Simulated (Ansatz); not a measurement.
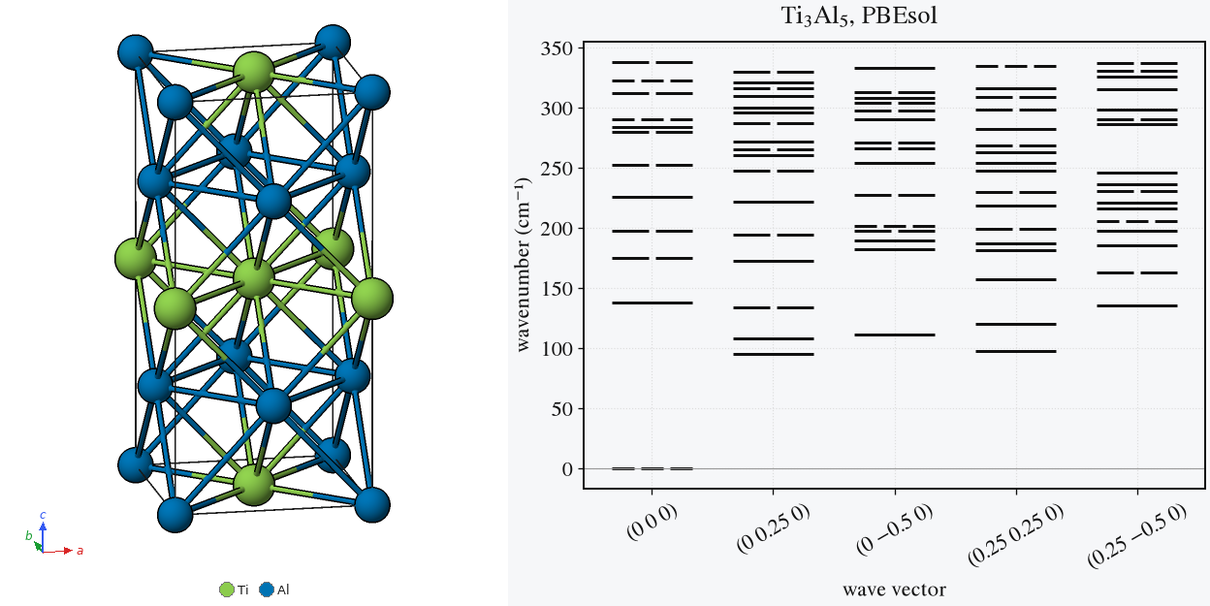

The plot gives the computed phonon frequencies at several wave vectors (in fractions of the reciprocal vectors of the given cell) for Ti₃Al₅, space group P4/mmm (No. 123). Imaginary frequencies are drawn as negative. The cell is drawn beside the plot.

The given structure:
```
CELL_PARAMETERS angstrom
3.89464 0.00000 0.00000
0.00000 3.89464 0.00000
0.00000 0.00000 8.26124
ATOMIC_POSITIONS crystal
Ti 0.00000 0.00000 0.50000
Ti 0.50000 0.50000 0.00000
Ti 0.50000 0.50000 0.50000
Al 0.00000 0.50000 0.25227
Al 0.00000 0.50000 0.74773
Al 0.50000 0.00000 0.25227
Al 0.50000 0.00000 0.74773
Al 0.00000 0.00000 0.00000
```

Method: harmonic phonon frequencies at the irreducible points of a q mesh with atoms at rest in the given cell, q in fractions of the reciprocal cell vectors, no long-range term at q = 0, imaginary frequencies are negative, the first points where there are many; plane waves with PAW datasets (Ansatz 0.2.0). Level: PBEsol, no spin polarisation.

```tsv
setting	value
wave cutoff	420 eV
k mesh	12×12×4
occupations	Fermi–Dirac
smearing width	0.15 eV
pressure	0 GPa
phonon method	linear response
q mesh	4×4×1
```

Q: Is the structure dynamically stable by these modes?

A: No frequency is imaginary, so the structure is stable to these displacements at the wave vectors computed.

Q: Where does the highest mode lie?

A: The highest mode among the wave vectors computed lies at 337.9 cm⁻¹, at (0 0 0).

Limits of the calculation: bands taken in; metal sensitive to the k mesh.

The computed values:

```json
{"at": "(0 0 0)", "frequency (cm⁻¹)": "0.0"}
{"at": "(0 0 0)", "frequency (cm⁻¹)": "0.0"}
{"at": "(0 0 0)", "frequency (cm⁻¹)": "0.0"}
{"at": "(0 0 0)", "frequency (cm⁻¹)": "137.4"}
{"at": "(0 0 0)", "frequency (cm⁻¹)": "174.5"}
{"at": "(0 0 0)", "frequency (cm⁻¹)": "174.5"}
{"at": "(0 0 0)", "frequency (cm⁻¹)": "197.4"}
{"at": "(0 0 0)", "frequency (cm⁻¹)": "197.4"}
{"at": "(0 0 0)", "frequency (cm⁻¹)": "225.6"}
{"at": "(0 0 0)", "frequency (cm⁻¹)": "252.6"}
{"at": "(0 0 0)", "frequency (cm⁻¹)": "252.6"}
{"at": "(0 0 0)", "frequency (cm⁻¹)": "279.6"}
{"at": "(0 0 0)", "frequency (cm⁻¹)": "280.9"}
{"at": "(0 0 0)", "frequency (cm⁻¹)": "283.9"}
{"at": "(0 0 0)", "frequency (cm⁻¹)": "290.1"}
{"at": "(0 0 0)", "frequency (cm⁻¹)": "290.2"}
{"at": "(0 0 0)", "frequency (cm⁻¹)": "290.2"}
{"at": "(0 0 0)", "frequency (cm⁻¹)": "311.7"}
{"at": "(0 0 0)", "frequency (cm⁻¹)": "311.7"}
{"at": "(0 0 0)", "frequency (cm⁻¹)": "322.1"}
{"at": "(0 0 0)", "frequency (cm⁻¹)": "325.1"}
{"at": "(0 0 0)", "frequency (cm⁻¹)": "325.1"}
{"at": "(0 0 0)", "frequency (cm⁻¹)": "337.9"}
{"at": "(0 0 0)", "frequency (cm⁻¹)": "337.9"}
{"at": "(0 0.25 0)", "frequency (cm⁻¹)": "94.8"}
{"at": "(0 0.25 0)", "frequency (cm⁻¹)": "108.1"}
{"at": "(0 0.25 0)", "frequency (cm⁻¹)": "133.5"}
{"at": "(0 0.25 0)", "frequency (cm⁻¹)": "137.2"}
{"at": "(0 0.25 0)", "frequency (cm⁻¹)": "172.2"}
{"at": "(0 0.25 0)", "frequency (cm⁻¹)": "193.8"}
{"at": "(0 0.25 0)", "frequency (cm⁻¹)": "196.2"}
{"at": "(0 0.25 0)", "frequency (cm⁻¹)": "221.4"}
{"at": "(0 0.25 0)", "frequency (cm⁻¹)": "247.6"}
{"at": "(0 0.25 0)", "frequency (cm⁻¹)": "248.8"}
{"at": "(0 0.25 0)", "frequency (cm⁻¹)": "260.4"}
{"at": "(0 0.25 0)", "frequency (cm⁻¹)": "265.1"}
{"at": "(0 0.25 0)", "frequency (cm⁻¹)": "266.7"}
{"at": "(0 0.25 0)", "frequency (cm⁻¹)": "271.4"}
{"at": "(0 0.25 0)", "frequency (cm⁻¹)": "286.8"}
{"at": "(0 0.25 0)", "frequency (cm⁻¹)": "288.4"}
{"at": "(0 0.25 0)", "frequency (cm⁻¹)": "295.4"}
{"at": "(0 0.25 0)", "frequency (cm⁻¹)": "300.0"}
{"at": "(0 0.25 0)", "frequency (cm⁻¹)": "309.4"}
{"at": "(0 0.25 0)", "frequency (cm⁻¹)": "316.3"}
{"at": "(0 0.25 0)", "frequency (cm⁻¹)": "317.1"}
{"at": "(0 0.25 0)", "frequency (cm⁻¹)": "320.7"}
{"at": "(0 0.25 0)", "frequency (cm⁻¹)": "330.0"}
{"at": "(0 0.25 0)", "frequency (cm⁻¹)": "330.2"}
{"at": "(0 -0.5 0)", "frequency (cm⁻¹)": "111.2"}
{"at": "(0 -0.5 0)", "frequency (cm⁻¹)": "182.2"}
{"at": "(0 -0.5 0)", "frequency (cm⁻¹)": "189.2"}
{"at": "(0 -0.5 0)", "frequency (cm⁻¹)": "197.4"}
{"at": "(0 -0.5 0)", "frequency (cm⁻¹)": "198.7"}
{"at": "(0 -0.5 0)", "frequency (cm⁻¹)": "201.7"}
{"at": "(0 -0.5 0)", "frequency (cm⁻¹)": "202.3"}
{"at": "(0 -0.5 0)", "frequency (cm⁻¹)": "202.4"}
{"at": "(0 -0.5 0)", "frequency (cm⁻¹)": "227.2"}
{"at": "(0 -0.5 0)", "frequency (cm⁻¹)": "229.7"}
{"at": "(0 -0.5 0)", "frequency (cm⁻¹)": "254.0"}
{"at": "(0 -0.5 0)", "frequency (cm⁻¹)": "265.8"}
```
(the first 60 of 120 rows)
